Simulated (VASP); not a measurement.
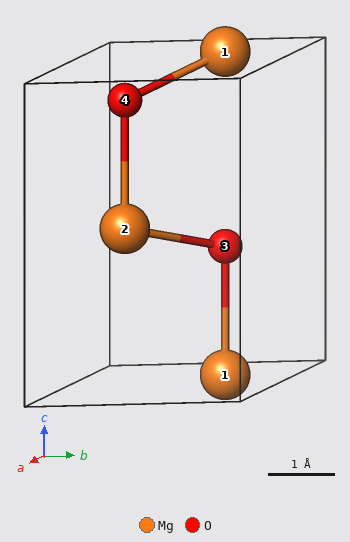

The input geometry (ball-and-stick view of the cell of the calculation, seen slightly off an axis; atoms are numbered from 1 in the order of the input).

# Band-structure run, with input and output: MgO (part 1 of 2)

System: MgO (P6₃mc, 4 atoms in the cell).
Method: Kohn-Sham DFT of a periodic cell, r2SCAN, VASP PAW PBE potentials, recommended, no spin polarisation (VASP 6.6.1).

The structure derives from a Materials Project entry.

### INCAR
```
PREC     = Accurate       # precision mode
ENCUT    = 520            # plane-wave cutoff, eV
EDIFF    = 1E-7           # SCF threshold, eV
ISMEAR   = 0              # smearing method
SIGMA    = 0.03           # smearing width, eV
LREAL    = F              # projectors in reciprocal space
LASPH    = T              # aspherical terms in the spheres
NELM     = 80             # most SCF steps
ALGO     = Normal         # electronic algorithm
ISIF     = 2              # what is computed and relaxed
LWAVE    = F              # write WAVECAR
LCHARG   = F              # write CHGCAR
METAGGA  = R2SCAN         # meta-GGA
LMIXTAU  = T            
NBANDS   = 16             # bands
```

### KPOINTS
```
Automatic mesh
0
Gamma
  9 9 6
```

### KPOINTS_OPT
```
explicit points
186
Reciprocal
 0.0000000000  0.0000000000  0.0000000000 1
 0.0263157895  0.0000000000  0.0000000000 1
 0.0526315789  0.0000000000  0.0000000000 1
 0.0789473684  0.0000000000  0.0000000000 1
 0.1052631579  0.0000000000  0.0000000000 1
 0.1315789474  0.0000000000  0.0000000000 1
 0.1578947368  0.0000000000  0.0000000000 1
 0.1842105263  0.0000000000  0.0000000000 1
 0.2105263158  0.0000000000  0.0000000000 1
 0.2368421053  0.0000000000  0.0000000000 1
 0.2631578947  0.0000000000  0.0000000000 1
 0.2894736842  0.0000000000  0.0000000000 1
 0.3157894737  0.0000000000  0.0000000000 1
 0.3421052632  0.0000000000  0.0000000000 1
 0.3684210526  0.0000000000  0.0000000000 1
 0.3947368421  0.0000000000  0.0000000000 1
 0.4210526316  0.0000000000  0.0000000000 1
 0.4473684211  0.0000000000  0.0000000000 1
 0.4736842105  0.0000000000  0.0000000000 1
 0.5000000000  0.0000000000  0.0000000000 1
 0.5000000000  0.0000000000  0.0000000000 1
 0.4912280702  0.0175438596  0.0000000000 1
 0.4824561403  0.0350877193  0.0000000000 1
 0.4736842105  0.0526315789  0.0000000000 1
 0.4649122807  0.0701754386  0.0000000000 1
 0.4561403509  0.0877192982  0.0000000000 1
 0.4473684210  0.1052631579  0.0000000000 1
 0.4385964912  0.1228070175  0.0000000000 1
 0.4298245614  0.1403508772  0.0000000000 1
 0.4210526316  0.1578947368  0.0000000000 1
 0.4122807017  0.1754385965  0.0000000000 1
 0.4035087719  0.1929824561  0.0000000000 1
 0.3947368421  0.2105263158  0.0000000000 1
 0.3859649123  0.2280701754  0.0000000000 1
 0.3771929824  0.2456140351  0.0000000000 1
 0.3684210526  0.2631578947  0.0000000000 1
 0.3596491228  0.2807017544  0.0000000000 1
 0.3508771930  0.2982456140  0.0000000000 1
 0.3421052631  0.3157894737  0.0000000000 1
 0.3333333333  0.3333333333  0.0000000000 1
 0.3333333333  0.3333333333  0.0000000000 1
 0.3157894737  0.3157894737  0.0000000000 1
 0.2982456140  0.2982456140  0.0000000000 1
 0.2807017544  0.2807017544  0.0000000000 1
 0.2631578947  0.2631578947  0.0000000000 1
 0.2456140351  0.2456140351  0.0000000000 1
 0.2280701754  0.2280701754  0.0000000000 1
 0.2105263158  0.2105263158  0.0000000000 1
 0.1929824561  0.1929824561  0.0000000000 1
 0.1754385965  0.1754385965  0.0000000000 1
 0.1578947368  0.1578947368  0.0000000000 1
 0.1403508772  0.1403508772  0.0000000000 1
 0.1228070175  0.1228070175  0.0000000000 1
 0.1052631579  0.1052631579  0.0000000000 1
 0.0877192982  0.0877192982  0.0000000000 1
 0.0701754386  0.0701754386  0.0000000000 1
 0.0526315789  0.0526315789  0.0000000000 1
 0.0350877193  0.0350877193  0.0000000000 1
 0.0175438596  0.0175438596  0.0000000000 1
 0.0000000000  0.0000000000  0.0000000000 1
 0.0000000000  0.0000000000  0.0000000000 1
 0.0000000000  0.0000000000  0.0263157895 1
 0.0000000000  0.0000000000  0.0526315789 1
 0.0000000000  0.0000000000  0.0789473684 1
 0.0000000000  0.0000000000  0.1052631579 1
 0.0000000000  0.0000000000  0.1315789474 1
 0.0000000000  0.0000000000  0.1578947368 1
 0.0000000000  0.0000000000  0.1842105263 1
 0.0000000000  0.0000000000  0.2105263158 1
 0.0000000000  0.0000000000  0.2368421053 1
 0.0000000000  0.0000000000  0.2631578947 1
 0.0000000000  0.0000000000  0.2894736842 1
 0.0000000000  0.0000000000  0.3157894737 1
 0.0000000000  0.0000000000  0.3421052632 1
 0.0000000000  0.0000000000  0.3684210526 1
 0.0000000000  0.0000000000  0.3947368421 1
 0.0000000000  0.0000000000  0.4210526316 1
 0.0000000000  0.0000000000  0.4473684211 1
 0.0000000000  0.0000000000  0.4736842105 1
 0.0000000000  0.0000000000  0.5000000000 1
 0.0000000000  0.0000000000  0.5000000000 1
 0.0263157895  0.0000000000  0.5000000000 1
 0.0526315789  0.0000000000  0.5000000000 1
 0.0789473684  0.0000000000  0.5000000000 1
 0.1052631579  0.0000000000  0.5000000000 1
 0.1315789474  0.0000000000  0.5000000000 1
 0.1578947368  0.0000000000  0.5000000000 1
 0.1842105263  0.0000000000  0.5000000000 1
 0.2105263158  0.0000000000  0.5000000000 1
 0.2368421053  0.0000000000  0.5000000000 1
 0.2631578947  0.0000000000  0.5000000000 1
 0.2894736842  0.0000000000  0.5000000000 1
 0.3157894737  0.0000000000  0.5000000000 1
 0.3421052632  0.0000000000  0.5000000000 1
 0.3684210526  0.0000000000  0.5000000000 1
 0.3947368421  0.0000000000  0.5000000000 1
 0.4210526316  0.0000000000  0.5000000000 1
 0.4473684211  0.0000000000  0.5000000000 1
 0.4736842105  0.0000000000  0.5000000000 1
 0.5000000000  0.0000000000  0.5000000000 1
 0.5000000000  0.0000000000  0.5000000000 1
 0.4912280702  0.0175438596  0.5000000000 1
 0.4824561403  0.0350877193  0.5000000000 1
 0.4736842105  0.0526315789  0.5000000000 1
 0.4649122807  0.0701754386  0.5000000000 1
 0.4561403509  0.0877192982  0.5000000000 1
 0.4473684210  0.1052631579  0.5000000000 1
 0.4385964912  0.1228070175  0.5000000000 1
 0.4298245614  0.1403508772  0.5000000000 1
 0.4210526316  0.1578947368  0.5000000000 1
 0.4122807017  0.1754385965  0.5000000000 1
 0.4035087719  0.1929824561  0.5000000000 1
 0.3947368421  0.2105263158  0.5000000000 1
 0.3859649123  0.2280701754  0.5000000000 1
 0.3771929824  0.2456140351  0.5000000000 1
 0.3684210526  0.2631578947  0.5000000000 1
 0.3596491228  0.2807017544  0.5000000000 1
 0.3508771930  0.2982456140  0.5000000000 1
 0.3421052631  0.3157894737  0.5000000000 1
 0.3333333333  0.3333333333  0.5000000000 1
 0.3333333333  0.3333333333  0.5000000000 1
 0.3157894737  0.3157894737  0.5000000000 1
 0.2982456140  0.2982456140  0.5000000000 1
 0.2807017544  0.2807017544  0.5000000000 1
 0.2631578947  0.2631578947  0.5000000000 1
 0.2456140351  0.2456140351  0.5000000000 1
 0.2280701754  0.2280701754  0.5000000000 1
 0.2105263158  0.2105263158  0.5000000000 1
 0.1929824561  0.1929824561  0.5000000000 1
 0.1754385965  0.1754385965  0.5000000000 1
 0.1578947368  0.1578947368  0.5000000000 1
 0.1403508772  0.1403508772  0.5000000000 1
 0.1228070175  0.1228070175  0.5000000000 1
 0.1052631579  0.1052631579  0.5000000000 1
 0.0877192982  0.0877192982  0.5000000000 1
 0.0701754386  0.0701754386  0.5000000000 1
 0.0526315789  0.0526315789  0.5000000000 1
 0.0350877193  0.0350877193  0.5000000000 1
 0.0175438596  0.0175438596  0.5000000000 1
 0.0000000000  0.0000000000  0.5000000000 1
 0.5000000000  0.0000000000  0.5000000000 1
 0.5000000000  0.0000000000  0.4736842105 1
 0.5000000000  0.0000000000  0.4473684211 1
 0.5000000000  0.0000000000  0.4210526316 1
 0.5000000000  0.0000000000  0.3947368421 1
 0.5000000000  0.0000000000  0.3684210526 1
 0.5000000000  0.0000000000  0.3421052632 1
 0.5000000000  0.0000000000  0.3157894737 1
 0.5000000000  0.0000000000  0.2894736842 1
 0.5000000000  0.0000000000  0.2631578947 1
 0.5000000000  0.0000000000  0.2368421053 1
 0.5000000000  0.0000000000  0.2105263158 1
 0.5000000000  0.0000000000  0.1842105263 1
 0.5000000000  0.0000000000  0.1578947368 1
 0.5000000000  0.0000000000  0.1315789474 1
 0.5000000000  0.0000000000  0.1052631579 1
 0.5000000000  0.0000000000  0.0789473684 1
 0.5000000000  0.0000000000  0.0526315789 1
 0.5000000000  0.0000000000  0.0263157895 1
 0.5000000000  0.0000000000  0.0000000000 1
 0.3333333333  0.3333333333  0.0000000000 1
 0.3333333333  0.3333333333  0.0263157895 1
 0.3333333333  0.3333333333  0.0526315789 1
 0.3333333333  0.3333333333  0.0789473684 1
 0.3333333333  0.3333333333  0.1052631579 1
 0.3333333333  0.3333333333  0.1315789474 1
 0.3333333333  0.3333333333  0.1578947368 1
 0.3333333333  0.3333333333  0.1842105263 1
 0.3333333333  0.3333333333  0.2105263158 1
 0.3333333333  0.3333333333  0.2368421053 1
 0.3333333333  0.3333333333  0.2631578947 1
 0.3333333333  0.3333333333  0.2894736842 1
 0.3333333333  0.3333333333  0.3157894737 1
 0.3333333333  0.3333333333  0.3421052632 1
 0.3333333333  0.3333333333  0.3684210526 1
 0.3333333333  0.3333333333  0.3947368421 1
 0.3333333333  0.3333333333  0.4210526316 1
 0.3333333333  0.3333333333  0.4473684211 1
 0.3333333333  0.3333333333  0.4736842105 1
 0.3333333333  0.3333333333  0.5000000000 1
 0.0000000000  0.0000000000  0.0000000000 1
 0.0000000000  0.0000000000  0.5000000000 1
 0.3333333333  0.3333333333  0.5000000000 1
 0.3333333333  0.3333333333  0.0000000000 1
 0.5000000000  0.0000000000  0.5000000000 1
 0.5000000000  0.0000000000  0.0000000000 1
```

### POSCAR
```
MgO                                     
1.0
    3.2993492522     -0.0000000000     -0.0000000000
   -1.6496746212      2.8573202648      0.0000000000
    0.0000000000      0.0000000000      5.0122560816
  Mg              O             
     2     2
Direct
     0.3333333300000021    0.6666666699999979    0.0035949979587868
     0.6666666699999979    0.3333333300000021    0.5035949979587867
     0.3333333300000021    0.6666666699999979    0.4010050020412154
     0.6666666699999979    0.3333333300000021    0.9010050020412154
```

Hardware: 1 thread of Intel Xeon @ 2.90GHz (Ice Lake), 64 GiB of memory available, shared host.

Command:
```bash
cat potpaw_PBE.64/Mg/POTCAR potpaw_PBE.64/O/POTCAR > POTCAR
mpirun -np 1 vasp_std > vasp.out
```

### OSZICAR
```
N       E                     dE             d eps       ncg     rms          rms(c)
DAV:   1     0.553479360762E+02    0.55348E+02   -0.77038E+03  1536   0.909E+02
DAV:   2    -0.360755830163E+02   -0.91424E+02   -0.84174E+02  2096   0.208E+02
DAV:   3    -0.405885229309E+02   -0.45129E+01   -0.45029E+01  1816   0.473E+01
DAV:   4    -0.406080659452E+02   -0.19543E-01   -0.19543E-01  1832   0.369E+00
DAV:   5    -0.406081683545E+02   -0.10241E-03   -0.10241E-03  1832   0.257E-01    0.110E+01
DAV:   6    -0.326828406677E+02    0.79253E+01   -0.79389E+00  1552   0.203E+01    0.300E+00
DAV:   7    -0.311431772739E+02    0.15397E+01   -0.41139E-01  1608   0.608E+00    0.215E+00
DAV:   8    -0.341938277842E+02   -0.30507E+01   -0.73644E-01  1544   0.748E+00    0.176E+00
DAV:   9    -0.318777912154E+02    0.23160E+01   -0.33773E-01  1536   0.566E+00    0.505E-01
DAV:  10    -0.317122047594E+02    0.16559E+00   -0.27635E-02  1568   0.157E+00    0.304E-01
DAV:  11    -0.318380966377E+02   -0.12589E+00   -0.96292E-02  1536   0.233E+00    0.769E-01
DAV:  12    -0.318528513070E+02   -0.14755E-01   -0.20053E-02  1568   0.138E+00    0.248E-01
DAV:  13    -0.318539446326E+02   -0.10933E-02   -0.36619E-03  1536   0.511E-01    0.101E-01
DAV:  14    -0.318539883808E+02   -0.43748E-04   -0.70176E-05  1728   0.882E-02    0.859E-02
DAV:  15    -0.318534596578E+02    0.52872E-03   -0.56360E-04  1536   0.222E-01    0.216E-02
DAV:  16    -0.318544152442E+02   -0.95559E-03   -0.37506E-04  1536   0.214E-01    0.550E-03
DAV:  17    -0.318544137710E+02    0.14732E-05   -0.88837E-06  1552   0.306E-02    0.244E-03
DAV:  18    -0.318544371048E+02   -0.23334E-04   -0.29988E-06  1552   0.193E-02    0.340E-03
DAV:  19    -0.318544366818E+02    0.42293E-06   -0.13035E-06  1536   0.127E-02    0.318E-03
DAV:  20    -0.318544393451E+02   -0.26632E-05   -0.36765E-07  1552   0.653E-03    0.187E-03
DAV:  21    -0.318544378906E+02    0.14545E-05   -0.16506E-07  1328   0.389E-03    0.607E-04
DAV:  22    -0.318544379093E+02   -0.18675E-07   -0.24141E-08   784   0.132E-03
   1 F= -.31854438E+02 E0= -.31854438E+02  d E =-.310842E-13
       N       E                     dE             ncg
DAV:   1     0.356674299528E+03   -0.23099E+05     1536
DAV:   2    -0.332547941553E+04   -0.36822E+04     2136
DAV:   3    -0.349635635388E+04   -0.17088E+03     1744
DAV:   4    -0.349707299573E+04   -0.71664E+00     1928
DAV:   5    -0.349707710669E+04   -0.41110E-02     1760
DAV:   6    -0.349707713992E+04   -0.33228E-04     1968
DAV:   7    -0.349707714022E+04   -0.29230E-06     1432
DAV:   8    -0.349707714024E+04   -0.23213E-07     1336
       N       E                     dE             ncg
DAV:   1     0.942540031773E+03   -0.85170E+04     1536
DAV:   2    -0.313769417080E+04   -0.40802E+04     2032
DAV:   3    -0.332622898951E+04   -0.18853E+03     1872
DAV:   4    -0.332708284753E+04   -0.85386E+00     1752
DAV:   5    -0.332708742800E+04   -0.45805E-02     1840
DAV:   6    -0.332708746489E+04   -0.36889E-04     1840
DAV:   7    -0.332708746523E+04   -0.34668E-06     1600
DAV:   8    -0.332708746525E+04   -0.19224E-07     1184
       N       E                     dE             ncg
DAV:   1     0.470120792813E+03   -0.25855E+05     1536
DAV:   2    -0.332964725858E+04   -0.37998E+04     2152
DAV:   3    -0.350662227709E+04   -0.17698E+03     1752
DAV:   4    -0.350739650787E+04   -0.77423E+00     1792
DAV:   5    -0.350740086556E+04   -0.43577E-02     1688
DAV:   6    -0.350740090080E+04   -0.35239E-04     1808
DAV:   7    -0.350740090111E+04   -0.31440E-06     1360
DAV:   8    -0.350740090114E+04   -0.27549E-07     1136
       N       E                     dE             ncg
DAV:   1     0.315283180085E+04   -0.25545E+05     1344
DAV:   2     0.143875958699E+02   -0.31384E+04     1872
DAV:   3    -0.130956435921E+03   -0.14534E+03     1480
DAV:   4    -0.131582496174E+03   -0.62606E+00     1688
DAV:   5    -0.131586102012E+03   -0.36058E-02     1512
DAV:   6    -0.131586130933E+03   -0.28921E-04     1696
DAV:   7    -0.131586131186E+03   -0.25284E-06     1264
DAV:   8    -0.131586131207E+03   -0.21287E-07     1168
```

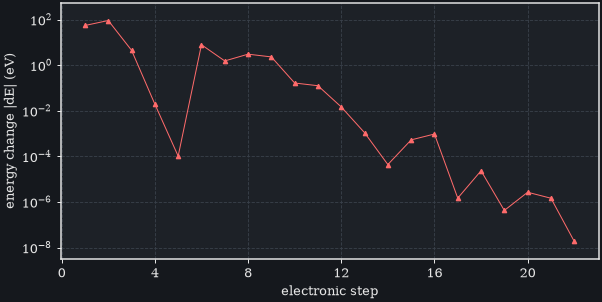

Convergence of the self-consistent field: energy change |dE| against the electronic step. It takes 22 electronic steps. The density is held fixed in the first few steps, and dE rises again when its update begins.

### Parts of OUTCAR
```
PREC = Accurate
   ENCUT = 520
   EDIFF = 1E-7
   ISMEAR = 0
   LREAL = F
   LASPH = T
   NELM = 80
   ISIF = 2
   METAGGA = R2SCAN

 ion  position               nearest neighbor table
   1  0.333  0.667  0.004-   4 1.97   4 1.97   4 1.97   3 1.99   2 3.15   2 3.15   2 3.15   2 3.15
                             2 3.15   2 3.15
   2  0.667  0.333  0.504-   3 1.97   3 1.97   3 1.97   4 1.99   1 3.15   1 3.15   1 3.15   1 3.15
                             1 3.15   1 3.15
   3  0.333  0.667  0.401-   2 1.97   2 1.97   2 1.97   1 1.99
   4  0.667  0.333  0.901-   1 1.97   1 1.97   1 1.97   2 1.99

  LATTYP: Found a hexagonal cell.
 ALAT       =     3.2993492522
 C/A-ratio  =     1.5191650530

  Lattice vectors:

 A1 = (   3.2993492522,   0.0000000000,   0.0000000000)
 A2 = (  -1.6496746212,   2.8573202648,   0.0000000000)
 A3 = (   0.0000000000,   0.0000000000,   5.0122560816)

Analysis of symmetry for initial positions (statically):
=====================================================================
 Subroutine PRICEL returns:
 Original cell was already a primitive cell.

 Routine SETGRP: Setting up the symmetry group for a
 hexagonal supercell.

 Subroutine GETGRP returns: Found 12 space group operations
 (whereof  6 operations were pure point group operations)
 out of a pool of 24 trial point group operations.

The static configuration has the point symmetry C_3v.
 The point group associated with its full space group is C_6v.

Analysis of symmetry for dynamics (positions and initial velocities):
=====================================================================
 Subroutine PRICEL returns:
 Original cell was already a primitive cell.

 Routine SETGRP: Setting up the symmetry group for a
 hexagonal supercell.

 Subroutine GETGRP returns: Found 12 space group operations
 (whereof  6 operations were pure point group operations)
 out of a pool of 24 trial point group operations.

The dynamic configuration has the point symmetry C_3v.
 The point group associated with its full space group is C_6v.
```
